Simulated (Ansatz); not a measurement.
**Geometry relaxation of Al15As16 (charge +1) (part 3 of 3)**

The same run, continued: Al15As16 (defect cell, 31 atoms in the cell, total charge +1); DFT PBE, scalar-relativistic, plane waves, PAW, spin-polarised (Ansatz 0.2.0); cutoff 420 eV, 2×2×2 k-mesh, Gaussian smearing of 0.01 eV, collinear spins. The structure derives from a Materials Project entry. It belongs to a series of runs on one base structure; here: Al vacancy (site a), charge +1, atoms relaxed at the host's cell, started again with a moment of 2 μB.

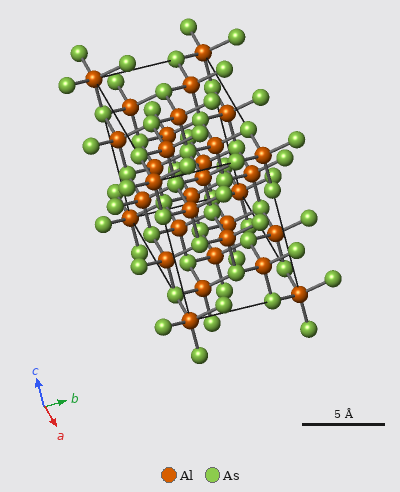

*The geometry at step 2 of the log (ball-and-stick view of the cell of the calculation, seen at an oblique angle; bonded neighbours outside the cell are drawn too).*

File populations.tsv, continued
```
15	As	2_3D	-	4.998839	4.998855
16	As	0_4S	-	0.740693	0.740587
16	As	1_4P	-	1.910444	1.902405
16	As	2_3D	-	4.998329	4.998330
17	As	0_4S	-	0.740693	0.740587
17	As	1_4P	-	1.910444	1.902405
17	As	2_3D	-	4.998329	4.998330
18	As	0_4S	-	0.740693	0.740587
18	As	1_4P	-	1.910444	1.902405
18	As	2_3D	-	4.998329	4.998330
19	As	0_4S	-	0.740693	0.740587
19	As	1_4P	-	1.910444	1.902405
19	As	2_3D	-	4.998329	4.998330
20	As	0_4S	-	0.740693	0.740587
20	As	1_4P	-	1.910444	1.902405
20	As	2_3D	-	4.998329	4.998330
21	As	0_4S	-	0.740693	0.740587
21	As	1_4P	-	1.910444	1.902405
21	As	2_3D	-	4.998329	4.998330
22	As	0_4S	-	0.740693	0.740587
22	As	1_4P	-	1.910444	1.902405
22	As	2_3D	-	4.998329	4.998330
23	As	0_4S	-	0.740693	0.740587
23	As	1_4P	-	1.910444	1.902405
23	As	2_3D	-	4.998329	4.998330
24	As	0_4S	-	0.740693	0.740587
24	As	1_4P	-	1.910444	1.902405
24	As	2_3D	-	4.998329	4.998330
25	As	0_4S	-	0.740693	0.740587
25	As	1_4P	-	1.910444	1.902405
25	As	2_3D	-	4.998329	4.998330
26	As	0_4S	-	0.740693	0.740587
26	As	1_4P	-	1.910444	1.902405
26	As	2_3D	-	4.998329	4.998330
27	As	0_4S	-	0.740693	0.740587
27	As	1_4P	-	1.910444	1.902405
27	As	2_3D	-	4.998329	4.998330
28	As	0_4S	-	0.794265	0.790220
28	As	1_4P	-	1.839755	1.747108
28	As	2_3D	-	4.998839	4.998855
29	As	0_4S	-	0.794265	0.790220
29	As	1_4P	-	1.839755	1.747108
29	As	2_3D	-	4.998839	4.998855
30	As	0_4S	-	0.794265	0.790220
30	As	1_4P	-	1.839755	1.747108
30	As	2_3D	-	4.998839	4.998855
```

Trajectory as extended XYZ (Å, eV, eV/Å), 2 frames, from step=1 to step=2
```
31
Lattice="-5.7279 5.7279 -5.7279 -5.7279 -5.7279 5.7279 5.7279 5.7279 5.7279" Properties=species:S:1:pos:R:3:forces:R:3 step=1 energy=-85777.82017
Al   -0.0177    5.7392   -0.0113   -0.0141   0.0127  -0.0127
Al   -2.8753    2.8816    5.7166   -0.0127   0.0141  -0.0127
Al    0.0000    2.8640    2.8640    0.0000   0.0000   0.0000
Al    2.8753    5.7166    2.8463    0.0127  -0.0127  -0.0141
Al   -5.7279   -2.8640    2.8640    0.0000   0.0000   0.0000
Al   -0.0177   -0.0113    5.7392   -0.0141  -0.0127   0.0127
Al    2.8753    2.8463    5.7166    0.0127  -0.0141  -0.0127
Al    0.0177   -0.0113   -0.0113    0.0141  -0.0127  -0.0127
Al   -2.8527   -2.8463    5.7392    0.0127   0.0141   0.0127
Al   -2.8753    5.7166    2.8816   -0.0127  -0.0127   0.0141
Al   -5.7279    2.8640   -2.8640    0.0000   0.0000   0.0000
Al   -2.8527    5.7392   -2.8463    0.0127   0.0127   0.0141
Al   -5.7102    0.0113    0.0113    0.0141   0.0127   0.0127
Al   -2.8753    2.8463    0.0113   -0.0127  -0.0141   0.0127
Al   -2.8753    0.0113    2.8463   -0.0127   0.0127  -0.0141
As    4.3050    4.2868    4.2868   -0.0222   0.0222   0.0222
As   -1.4373    7.1545    1.4295    0.0036   0.0036  -0.0061
As   -4.2906    4.3013   -4.2984   -0.0036  -0.0036  -0.0061
As   -1.4345    4.3013    4.3013   -0.0061  -0.0036  -0.0036
As   -4.2906    1.4266   -1.4295   -0.0036   0.0036   0.0061
As   -1.4373    4.2984   -1.4266    0.0036   0.0061  -0.0036
As   -1.4373    1.4295    7.1545    0.0036  -0.0061   0.0036
As   -4.2906   -1.4295    1.4266   -0.0036   0.0061   0.0036
As   -1.4345    1.4266    1.4266   -0.0061   0.0036   0.0036
As    1.4345    4.3013    1.4266    0.0061  -0.0036   0.0036
As   -4.2906   -4.2984    4.3013   -0.0036  -0.0061  -0.0036
As   -1.4373   -1.4266    4.2984    0.0036  -0.0036   0.0061
As    1.4345    1.4266    4.3013    0.0061   0.0036  -0.0036
As   -7.1508    1.4411    1.4411   -0.0222  -0.0222  -0.0222
As   -4.3050    4.2868    1.4411    0.0222   0.0222  -0.0222
As   -4.3050    1.4411    4.2868    0.0222  -0.0222   0.0222
31
Lattice="-5.7279 5.7279 -5.7279 -5.7279 -5.7279 5.7279 5.7279 5.7279 5.7279" Properties=species:S:1:pos:R:3:forces:R:3 step=2 energy=-85777.82017
Al   -0.0177    5.7392   -0.0113   -0.0141   0.0127  -0.0127
Al   -2.8753    2.8816    5.7166   -0.0127   0.0141  -0.0127
Al    0.0000    2.8640    2.8640    0.0000   0.0000   0.0000
Al    2.8753    5.7166    2.8463    0.0127  -0.0127  -0.0141
Al   -5.7279   -2.8640    2.8640    0.0000   0.0000   0.0000
Al   -0.0177   -0.0113    5.7392   -0.0141  -0.0127   0.0127
Al    2.8753    2.8463    5.7166    0.0127  -0.0141  -0.0127
Al    0.0177   -0.0113   -0.0113    0.0141  -0.0127  -0.0127
Al   -2.8527   -2.8463    5.7392    0.0127   0.0141   0.0127
Al   -2.8753    5.7166    2.8816   -0.0127  -0.0127   0.0141
Al   -5.7279    2.8640   -2.8640    0.0000   0.0000   0.0000
Al   -2.8527    5.7392   -2.8463    0.0127   0.0127   0.0141
Al   -5.7102    0.0113    0.0113    0.0141   0.0127   0.0127
Al   -2.8753    2.8463    0.0113   -0.0127  -0.0141   0.0127
Al   -2.8753    0.0113    2.8463   -0.0127   0.0127  -0.0141
As    4.3050    4.2868    4.2868   -0.0222   0.0222   0.0222
As   -1.4373    7.1545    1.4295    0.0036   0.0036  -0.0061
As   -4.2906    4.3013   -4.2984   -0.0036  -0.0036  -0.0061
As   -1.4345    4.3013    4.3013   -0.0061  -0.0036  -0.0036
As   -4.2906    1.4266   -1.4295   -0.0036   0.0036   0.0061
As   -1.4373    4.2984   -1.4266    0.0036   0.0061  -0.0036
As   -1.4373    1.4295    7.1545    0.0036  -0.0061   0.0036
As   -4.2906   -1.4295    1.4266   -0.0036   0.0061   0.0036
As   -1.4345    1.4266    1.4266   -0.0061   0.0036   0.0036
As    1.4345    4.3013    1.4266    0.0061  -0.0036   0.0036
As   -4.2906   -4.2984    4.3013   -0.0036  -0.0061  -0.0036
As   -1.4373   -1.4266    4.2984    0.0036  -0.0036   0.0061
As    1.4345    1.4266    4.3013    0.0061   0.0036  -0.0036
As   -7.1508    1.4411    1.4411   -0.0222  -0.0222  -0.0222
As   -4.3050    4.2868    1.4411    0.0222   0.0222  -0.0222
As   -4.3050    1.4411    4.2868    0.0222  -0.0222   0.0222
```

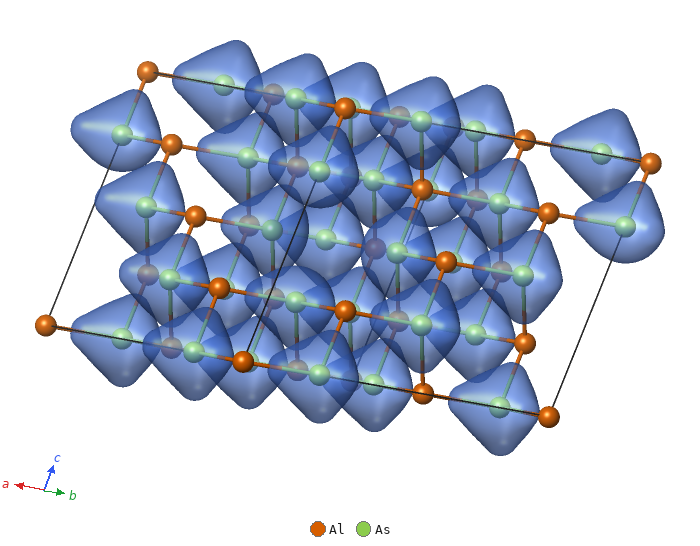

*Isosurface of the valence charge density (pseudo) at 0.3 e/Å³ (blue), seen at an oblique angle. Sticks mark near contacts. The outline is the calculation cell.*

At this value the density breaks into separate islands; it holds about 75 % of the electrons treated as valence. On the grid the lowest density along these lines, outside the cores, is 0.34 e/Å³ (Al–As, 2.47 Å). Core electrons are frozen (PAW), so the fields are smoothed inside the atomic spheres.

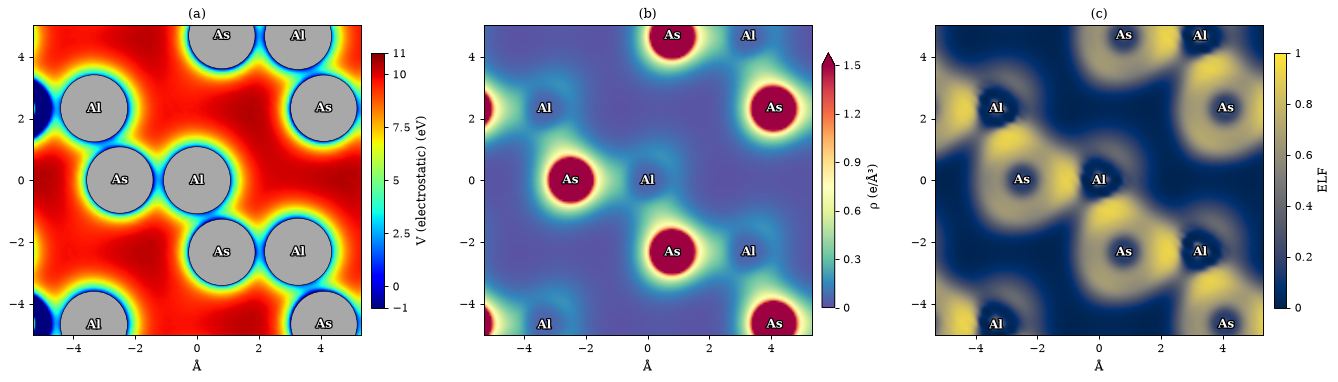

*(a) electrostatic potential energy of an electron; (b) valence charge density (pseudo); (c) electron localisation function on the (010) plane of the calculation cell. Grey discs, where drawn, cover atomic cores.*

The section cuts through Al and As sites. Al–As (2.47 Å): the density is about 0.47 e/Å³ at the midpoint; the ELF peaks at about 0.95 between the atoms (localised, shared-pair bonding). Away from the nuclei the density in this plane falls to 0.01 e/Å³ at its lowest. Outside the cores the potential energy rises away from the atoms and is highest about 2.3 Å from the nearest atoms; outside the discs it spans about 11 eV, and its zero is arbitrary.

The run was set up as follows.

Input file
```yaml
crystal:
  lattice:
    - [-5.7279123196, 5.7279123196, -5.7279123196]
    - [-5.7279123196, -5.7279123196, 5.7279123196]
    - [5.7279123196, 5.7279123196, 5.7279123196]
  atoms:
    - { symbol: Al, position: [0.5025298254, 0.0005577405, 0.5] }
    - { symbol: Al, position: [0.5025298254, 0.75, 0.7505577405] }
    - { symbol: Al, position: [0.25, 0.25, 0.5] }
    - { symbol: Al, position: [0.248027915, -0.0025298254, 0.7474701746] }
    - { symbol: Al, position: [0.25, 0.75, 0.0] }
    - { symbol: Al, position: [0.0005577405, 0.5025298254, 0.5] }
    - { symbol: Al, position: [-0.0025298254, 0.248027915, 0.7474701746] }
    - { symbol: Al, position: [-0.0025298254, -0.0025298254, -0.001972085] }
    - { symbol: Al, position: [0.0005577405, 0.75, 0.2525298254] }
    - { symbol: Al, position: [0.75, 0.5025298254, 0.7505577405] }
    - { symbol: Al, position: [0.75, 0.25, 0.0] }
    - { symbol: Al, position: [0.75, 0.0005577405, 0.2525298254] }
    - { symbol: Al, position: [0.4994422595, 0.4994422595, 0.001972085] }
    - { symbol: Al, position: [0.4994422595, 0.251972085, 0.2494422595] }
    - { symbol: Al, position: [0.251972085, 0.4994422595, 0.2494422595] }
    - { symbol: As, position: [-0.0015861699, -0.0015861699, 0.7484138301], spin: 0.5 }
    - { symbol: As, position: [0.75, 0.2502509905, 0.7493166127] }
    - { symbol: As, position: [0.75, -0.0006833873, 0.0002509905] }
    - { symbol: As, position: [0.5006833873, 0.5006833873, 0.7509343778] }
    - { symbol: As, position: [0.4990656222, 0.2497490095, -0.0002509905] }
    - { symbol: As, position: [0.5006833873, 0.0009343778, 0.2506833873] }
    - { symbol: As, position: [0.2502509905, 0.75, 0.7493166127] }
    - { symbol: As, position: [0.2497490095, 0.4990656222, -0.0002509905] }
    - { symbol: As, position: [0.2497490095, 0.2497490095, 0.2490656222] }
    - { symbol: As, position: [0.2502509905, -0.0006833873, 0.5] }
    - { symbol: As, position: [-0.0006833873, 0.75, 0.0002509905] }
    - { symbol: As, position: [0.0009343778, 0.5006833873, 0.2506833873] }
    - { symbol: As, position: [-0.0006833873, 0.2502509905, 0.5] }
    - { symbol: As, position: [0.75, 0.75, 0.2515861699], spin: 0.5 }
    - { symbol: As, position: [0.75, 0.5015861699, 0.5], spin: 0.5 }
    - { symbol: As, position: [0.5015861699, 0.75, 0.5], spin: 0.5 }
  host:
    lattice:
      - [0.0, 2.8639561598, 2.8639561598]
      - [2.8639561598, 0.0, 2.8639561598]
      - [2.8639561598, 2.8639561598, 0.0]
    atoms:
      - { symbol: Al, position: [0.0, 0.0, 0.0] }
      - { symbol: As, position: [0.75, 0.75, 0.75] }
total_charge: 1
basis:
  ecutwfc: 420
  xc_grid: 2
kpoints:
  mp_grid: { grid: [2, 2, 2], shift: [0.5, 0.5, 0.5] }
hamiltonian:
  xc: pbe
scf:
  occupations: { method: gaussian, width: 0.01 }
output:
  forces: true
  stress: false
  eigenvalues: true
  populations: true
  charged_corrections:
    defect_position: [0.75, 0.75, 0.5]
    epsilon: [[11.5641, 0.0, 0.0], [0.0, 11.5641, 0.0], [0.0, 0.0, 11.5641]]
  write_density: true
  write_potential: true
  elf: true
  volumetric_format: npy
magnetization:
  spin_polarized: true
relax:
  adjacent_minimum: "off"
  f_tol: 0.025
  max_steps: 45
```

Launched with:
```bash
ansatz run input.yaml --threads 4 --pin off --max-ram 6144MiB --backend cpu --events-out ev --progress --plain --runs-dir out
```

Summary

| quantity | value |
| --- | --- |
| outcome | converged |
| electrons treated | 284 |
| free energy | −85777.8202 eV |
| Fermi energy | 5.668 eV |
| gap on the k-point mesh | none (metallic) |
| net moment of the cell | 0.50 μB |
| integrated absolute moment | 0.54 μB |
| final volume | 751.71 Å³ |
| largest force (length of the vector) at the end | 0.038 eV/Å |
| hardware | 4 threads of Arm Neoverse V1, 24 GiB of memory available, shared host |
| wall time | 75 s (CPU time 4.9 min) |
| peak memory | 2.6 GiB |
